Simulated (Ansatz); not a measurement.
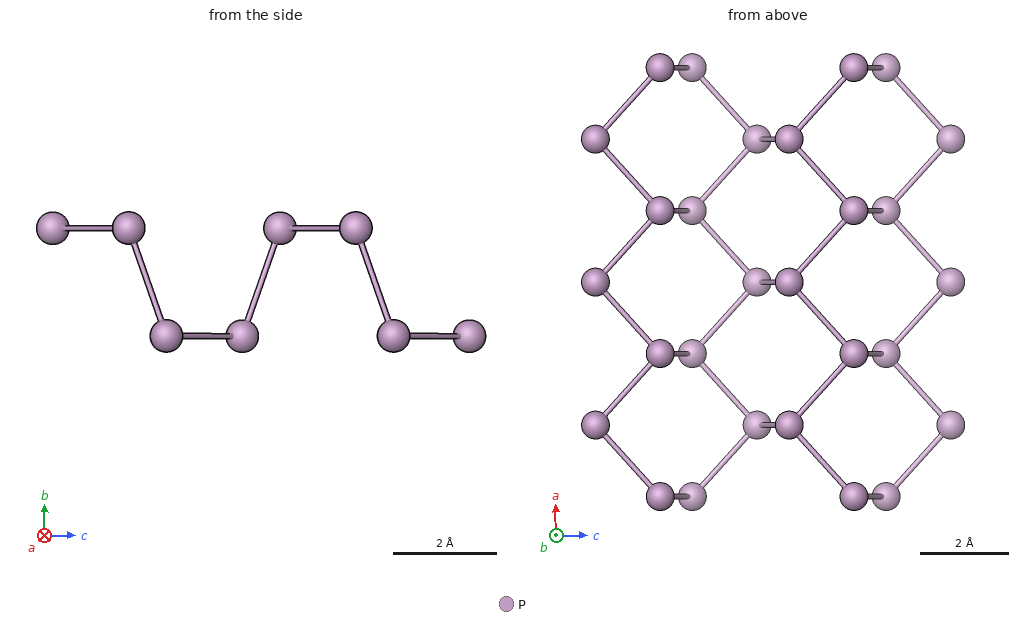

A ball-and-stick picture of a periodic sheet, seen from the side and from above. The surface normal points up in side views; the vacuum is left out. 3×2 cells are drawn in the plane, with atoms at the edges repeated.

The cell holds 4 P.

Question: What is its extent along the surface normal?

Answer: About 2.1 Å from the lowest to the highest atom.

Question: What is the order of the atomic planes, starting from the top?

Answer: Two planes: P / P.

Question: How do the atoms link up?

Answer: P is linked to three P in a trigonal pyramidal arrangement at about 2.2 Å. The bonds build P layers parallel to the surface.

The structure was taken from a structure listed in the Materials Project. It is drawn as it came out of a relaxation with DFT PBEsol, scalar-relativistic, plane waves, PAW (Ansatz).
